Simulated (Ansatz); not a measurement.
# Geometry relaxation, with input and output: TiAl (part 2 of 2)

The same run, continued: TiAl (P4/mmm, 2 atoms in the cell); DFT PBEsol, scalar-relativistic, plane waves, PAW, PAW set soft_1, no spin polarisation (Ansatz 0.2.0); cutoff 520 eV, 14×14×10 k-mesh, Gaussian smearing of 0.1 eV. The structure derives from an entry of the Crystallography Open Database.

Geometry of the input (Å; fractional positions):
```
2.8373  0.0000  0.0000
0.0000  2.8373  0.0000
0.0000  0.0000  4.0591
Ti 0.0000  0.0000  0.0000
Al 0.5000  0.5000  0.5000
```

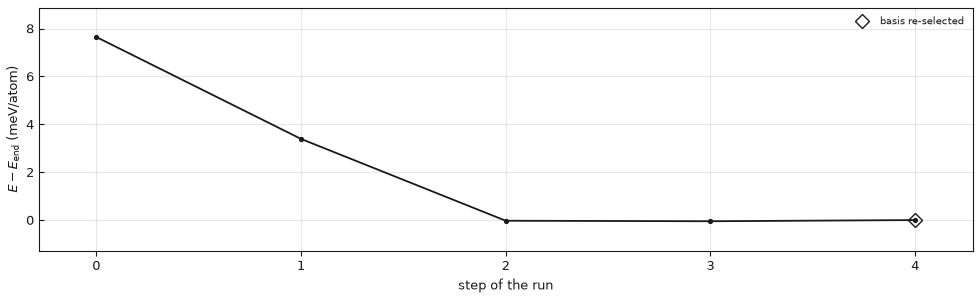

Fig. 1: Progress of the relaxation, step by step (the first geometry is step 0 here and step 1 in the log).

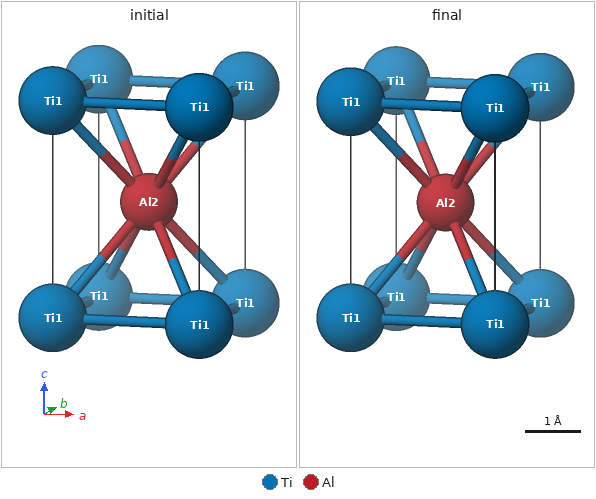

Fig. 2: Before (left) and after (right) the relaxation, at one scale (ball-and-stick view of the cell of the calculation, seen slightly off an axis). Over 3 geometry steps the energy falls by 7.7 meV per atom. All forces vanish by symmetry, so only the cell relaxes. The pressure goes from −3.99 to −0.01 GPa. The atoms keep their places relative to the cell (all moves are under 0.005 Å). The volume changes by −3.5 %, with a = b 2.837 → 2.795 Å (−1.5 %), c 4.059 → 4.038 Å (−0.5 %). Among the contacts that change: Ti1–Ti1 2.837 → 2.795 Å, Al2–Al2 2.837 → 2.795 Å, Ti1–Al2 2.854 → 2.825 Å. The space group stays P4/mmm (No. 123). A last SCF at the same geometry on a re-selected plane-wave basis shifts the energy by +0.0 meV per atom. (Atoms are counted from 1 in the order of the input.)

```
basis re-selected at this cell: Δ(F+E_penalty+E_count) = +9.845e-5 eV, ΔP = -0.002 GPa vs the last step (what re-selecting the basis moved, of the pressure what is left beyond the Pulay correction that the steps carried, after the strain that the cell walked since its last selection, with what the two solves' SCF thresholds leave and, on support functions, any second-order correction that the steps lacked; it is no measure of the basis error at this ecutwfc). This SCF's stress stands 4.50e-2 GPa from its target on what of the cell is left free (relax.cell.stress_tol is 5.00e-2 GPa) and its largest allowed force component is 1.55e-30 eV/Å (relax.f_tol is 5.00e-3 eV/Å): within both
SCF converged after 8 iterations
Free energy (F): -2999.275885 eV
Harris-Foulkes:  -2999.275885 eV  (|F-HF|=0.00e0)
Internal energy: -2999.267569 eV  (E = F + TS)
E sigma→0 (E₀):  -2999.271727 eV
Entropy (-TS):   -0.008316 eV (-4.158 meV/atom)
Fermi energy:    11.202812 eV
--- Per-component energies (eV) ---
  E_band       = -159.952552
  E_kinetic    = 305.271771
  E_local      = -1124.256750  (includes V_loc(G=0)·N_el)
  E_nonlocal   = 73.061992
  E_hartree    = 469.373330
  E_xc         = -153.408330
  E_vxc        = -175.305037  (∫ρ·V_xc dr)
  E_paw        = -1474.504323  (= ΣΔE_a)
  E_vpaw       = -177.471160  (= ΣTr[D̂ρ^β])
  E_aug_tail   = -0.000028  (compensation charges beyond the density's cutoff)
  E_ewald      = -1094.963755
  E_core_change = 0.158524  (= ΣΔE_core)
  E_smearing   = -0.008316  (= −TS)
  E_closure    = 0.000000  (closes the sum)
  Σ components = -2999.275885   (vs F -2999.275885, Δ=0.00e0)
--- Forces (eV/Å), atoms counted from 1 ---
  atom   1  Ti     0.00000000     0.00000000     0.00000000
  atom   2  Al    -0.00000000     0.00000000     0.00000000
  max |Σ_I F_I| component: 9.74e-31 eV/Å
--- Stress (GPa, compression-positive) ---
       -0.030305       0.000000       0.000000
        0.000000      -0.030305       0.000000
        0.000000       0.000000       0.044987
  P = ⅓ Tr σ = -0.0052 GPa (-0.052 kbar)
--- Band table (eV; the first three rows and the last of 216) ---
  k-point 0: bands = ["-45.1030", "-21.6139", "-21.1492", "-21.1492", "2.0492", "9.2550", "10.3203", "10.8534", "13.4406", "13.4406", "14.6123", "17.5643"]
  k-point 1: bands = ["-45.1030", "-21.6158", "-21.1491", "-21.1491", "2.1431", "8.8512", "10.3362", "11.0488", "13.4023", "13.4023", "14.6136", "17.8628"]
  k-point 2: bands = ["-45.1028", "-21.6207", "-21.1490", "-21.1490", "2.4162", "8.0023", "10.3785", "11.3591", "13.3060", "13.3060", "14.6172", "18.6352"]
  k-point 215: bands = ["-44.9709", "-21.6032", "-21.6032", "-21.4997", "8.5782", "8.8832", "8.8832", "13.1556", "13.3972", "13.8993", "15.4784", "15.4784"]
--- Relaxed structure (4 steps of the walk, 4 accepted, 1 SCFs on fresh bases) ---
  F+E_penalty+E_count = -2999.27588499 eV   max|allowed force component| = 1.547e-30 eV/Å   (the final SCF, on the basis selected at the relaxed cell)
  cell:  # Å, volume = 31.5421 Å³
    - [2.7947420408063843, 2.1365300283385222e-35, 0.0]
    - [2.1365300283385222e-35, 2.7947420408063843, 0.0]
    - [0.0, 0.0, 4.038373449089827]
  atoms:
    - { symbol: Ti, position: [3.8314495317395114e-35, 0.0, 0.0] }
    - { symbol: Al, position: [0.5, 0.5, 0.5000000000000001] }
```

## Trajectory as extended XYZ (Å, eV, eV/Å), 5 frames, from step=1 to step=5
```
2
Lattice="2.8373 0.0000 0.0000 0.0000 2.8373 0.0000 0.0000 0.0000 4.0591" Properties=species:S:1:pos:R:3:forces:R:3 step=1 energy=-2999.26059 pressure_GPa=-3.99
Ti    0.0000    0.0000    0.0000    0.0000   0.0000   0.0000
Al    1.4186    1.4186    2.0295    0.0000   0.0000   0.0000
2
Lattice="2.7733 0.0000 0.0000 0.0000 2.7733 0.0000 0.0000 0.0000 4.0039" Properties=species:S:1:pos:R:3:forces:R:3 step=2 energy=-2999.26910 pressure_GPa=3.03
Ti    0.0000    0.0000    0.0000    0.0000   0.0000   0.0000
Al    1.3866    1.3866    2.0019    0.0000   0.0000   0.0000
2
Lattice="2.7970 0.0000 0.0000 0.0000 2.7970 0.0000 0.0000 0.0000 4.0360" Properties=species:S:1:pos:R:3:forces:R:3 step=3 energy=-2999.27594 pressure_GPa=-0.13
Ti    0.0000    0.0000    0.0000    0.0000   0.0000   0.0000
Al    1.3985    1.3985    2.0180    0.0000   0.0000   0.0000
2
Lattice="2.7947 0.0000 0.0000 0.0000 2.7947 0.0000 0.0000 0.0000 4.0384" Properties=species:S:1:pos:R:3:forces:R:3 step=4 energy=-2999.27598 pressure_GPa=-0.00
Ti    0.0000    0.0000    0.0000    0.0000   0.0000   0.0000
Al    1.3974    1.3974    2.0192    0.0000   0.0000   0.0000
2
Lattice="2.7947 0.0000 0.0000 0.0000 2.7947 0.0000 0.0000 0.0000 4.0384" Properties=species:S:1:pos:R:3:forces:R:3 step=5 energy=-2999.27589 pressure_GPa=-0.01
Ti    0.0000    0.0000    0.0000    0.0000   0.0000   0.0000
Al    1.3974    1.3974    2.0192    0.0000   0.0000   0.0000
```

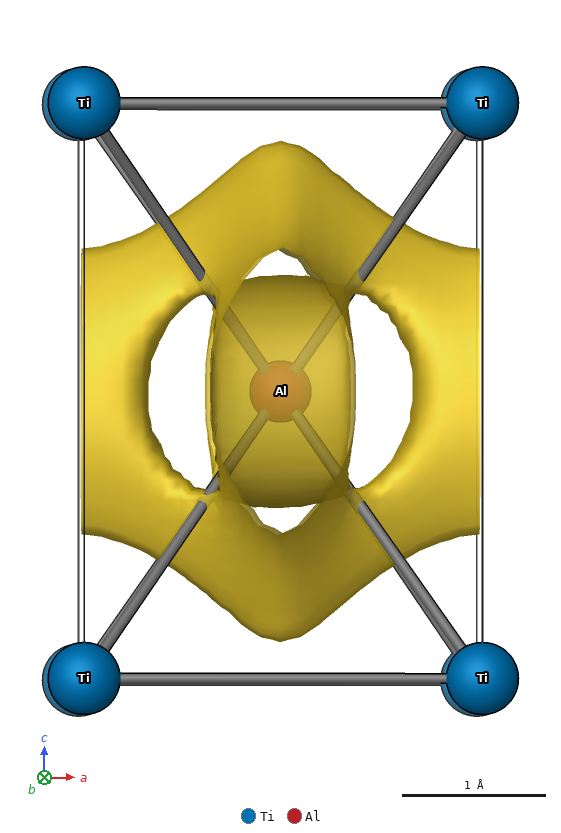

Fig. 3: Isosurface of the ELF at 0.6 (yellow), seen at an oblique angle. Only the valence region is drawn (cores and ρ < 0.01 e/Å³ removed). Sticks mark near contacts. The outline is the cell set on symmetry axes. The ELF exceeds this value in sheets that run through the cell in two directions, counted in one cell of 2 atoms.  Values along the shortest contacts: Ti–Ti (2.79 Å): the ELF is about 0.30 at the midpoint; no localised pair between them. Al–Al (2.79 Å): the ELF peaks at about 0.70 between the atoms. In a PAW calculation such maps are meaningful between the atoms, not at the nuclei.

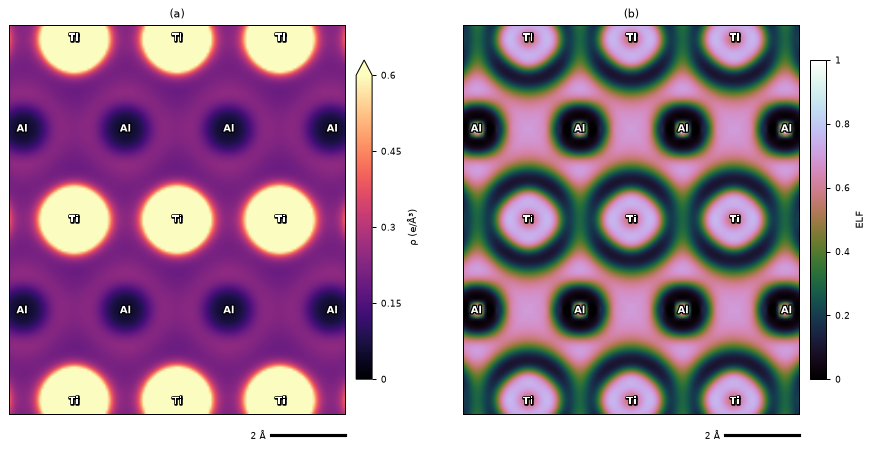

Fig. 4: (a) valence pseudo-density; (b) ELF on the (011) plane of the conventional cell. The section cuts through Ti and Al sites. Ti–Ti (2.79 Å): the density is about 0.24 e/Å³ at the midpoint; the ELF is about 0.30 at the midpoint; no shared electron pair. Al–Al (2.79 Å): ρ is about 0.23 e/Å³ halfway; the ELF peaks at about 0.70 between the atoms. Ti–Al (2.83 Å): ρ at the midpoint is about 0.21 e/Å³; the ELF is about 0.35 at the midpoint, as expected for nearly free electrons, as in a simple metal. Away from the nuclei the density in this plane falls to 0.19 e/Å³ at its lowest. The strong features right at Ti lie inside the PAW spheres (semicore, d or f shells) and say nothing about bonding.

## Key numbers

| quantity | value |
| --- | --- |
| outcome | converged |
| space group (tolerance 0.01 Å) | P4/mmm (123) |
| electrons treated | 15 |
| free energy | −2999.2759 eV |
| Fermi energy | 11.203 eV |
| gap on the k-point mesh | none (metallic) |
| pressure | −0.01 GPa |
| final volume | 31.54 Å³ |
| largest force (length of the vector) at the end | under 0.001 eV/Å |
| final cell | a = 2.795 Å, b = 2.795 Å, c = 4.038 Å, α = 90.00°, β = 90.00°, γ = 90.00° |
| wall time | 63 s |
| peak memory | 0.41 GiB |

Warnings of the run: the PAW datasets were made with another functional.
